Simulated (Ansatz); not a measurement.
**Run report: IrO2, molecular dynamics (part 3 of 3)**

Continued. System: IrO2 (P4₂/mnm, 6 atoms in the cell). Method: DFT with PBE, PAW plane waves, no spin polarisation (Ansatz 0.2.0); cutoff 420 eV, 3×3×5 k-mesh, cold smearing of 0.15 eV. The structure derives from an entry of the Crystallography Open Database.

Geometry of the input (Å; fractional positions):
```
4.4820  0.0000  0.0000
0.0000  4.4820  0.0000
0.0000  0.0000  3.1341
Ir 0.0000  0.0000  0.0000
Ir 0.5000  0.5000  0.5000
O  0.3110  0.3110  0.0000
O  0.1890  0.8110  0.5000
O  0.6890  0.6890  0.0000
O  0.8110  0.1890  0.5000
```

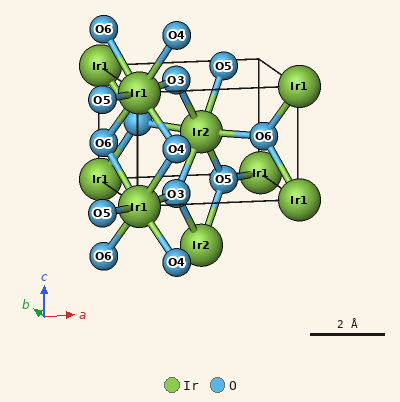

Figure 1. The geometry at step 60 of the log (ball-and-stick view of the cell of the calculation, seen slightly off an axis; bonded neighbours outside the cell are drawn too; atoms are numbered from 1 in the order of the input).

Notes

Spin–orbit coupling is left out, which matters for Ir. So short a trajectory is not equilibrated. The logged temperature at the start can lie below the typed one, since it is counted over all degrees of freedom.
